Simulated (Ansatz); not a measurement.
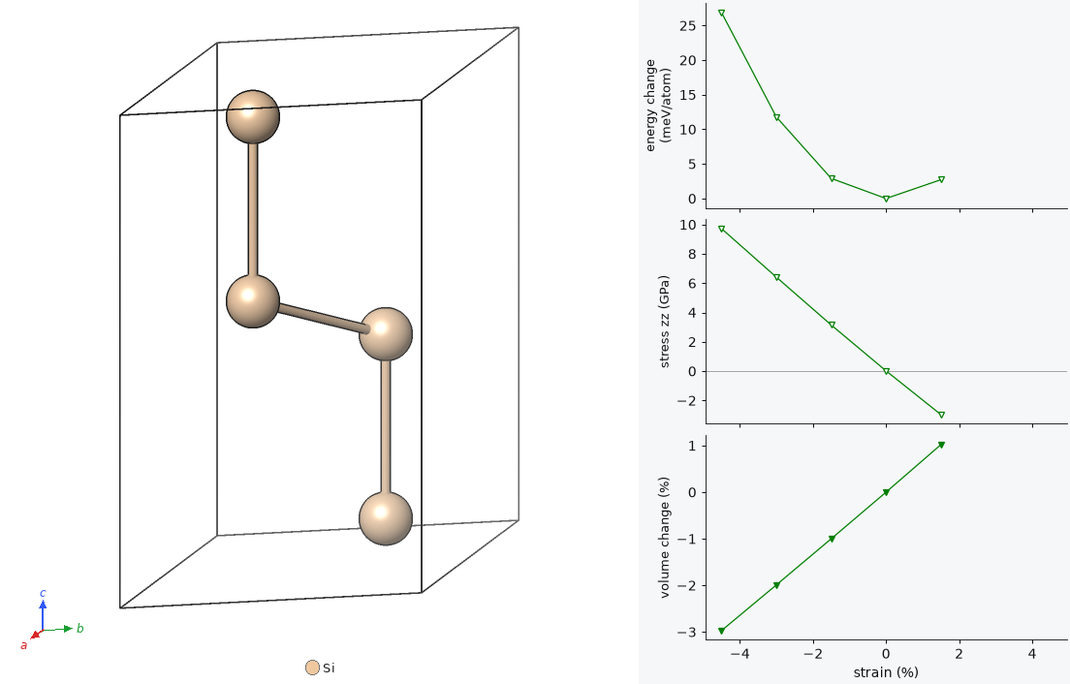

The figure shows the energy change, stress zz and volume change against strain for Si, space group P6_3/mmc (No. 194). The cell is drawn beside the plot.

Starting cell:
```
CELL_PARAMETERS angstrom
3.80198 0.00000 0.00000
-1.90099 3.29261 0.00000
0.00000 0.00000 6.28912
ATOMIC_POSITIONS crystal
Si 0.33333 0.66667 0.06303
Si 0.66667 0.33333 0.56303
Si 0.33333 0.66667 0.43697
Si 0.66667 0.33333 0.93697
```

How it was computed, with Ansatz 0.2.0: energy, stress and cell of a relaxed crystal along a series of strains, atoms and what the cell freedom names relaxed within the symmetry; stress is positive in compression; plane waves with PAW datasets, Γ-centred k mesh; energies extrapolated to zero smearing. Level: LDA, no spin polarisation.

- wave cutoff: 420 eV
- k mesh: 12×12×6
- occupations: Gaussian
- smearing width: 0.02 eV
- strain kind: uniaxial along c
- cell freedom: lengths a and b free, angles held

The points at strain 3.0 % and 4.5 % are left out of the plot. What values does the calculation give there?

```json
{"strain (%)": "3.0", "energy change (meV/atom)": "10.76", "stress zz (GPa)": "-5.79", "volume change (%)": "2.06"}
{"strain (%)": "4.5", "energy change (meV/atom)": "23.78", "stress zz (GPa)": "-8.46", "volume change (%)": "3.13"}
```

Limits of the calculation: a crossing between the sampled k points may be missed; narrow smearing for a metal.
